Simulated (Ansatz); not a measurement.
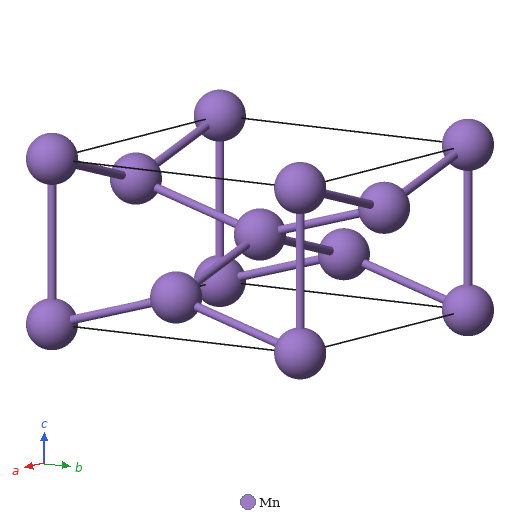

Mn, space group I4_1/amd:1 (No. 141), a = 4.400 Å, b = 4.400 Å, c = 2.466 Å, α = 90.00°, β = 90.00°, γ = 90.00°

| site | Wyckoff | x | y | z |
| --- | --- | --- | --- | --- |
| Mn | 4a | 0.0000 | 0.5000 | 0.2500 |

Geometry: the structure of a calculation's input, shown in its standard cell.

> How is the cell volume shared among the sites in a plain Voronoi partition?

```tsv
site	faces above 1 % of the sphere	volume (Å³)	solid angle by neighbour (%)
Mn	10	11.94	Mn 100
```

Weighted by multiplicity the volumes add up to the cell volume, 47.8 Å³.

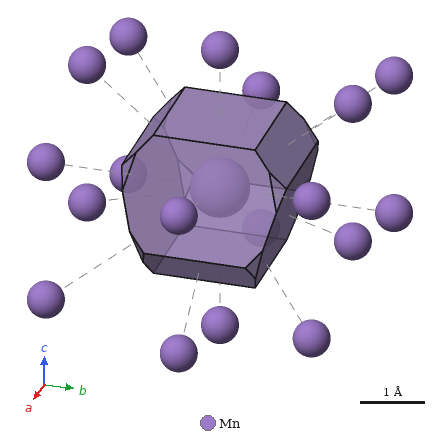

The computed Voronoi cell of Mn, with the neighbours that bound it.
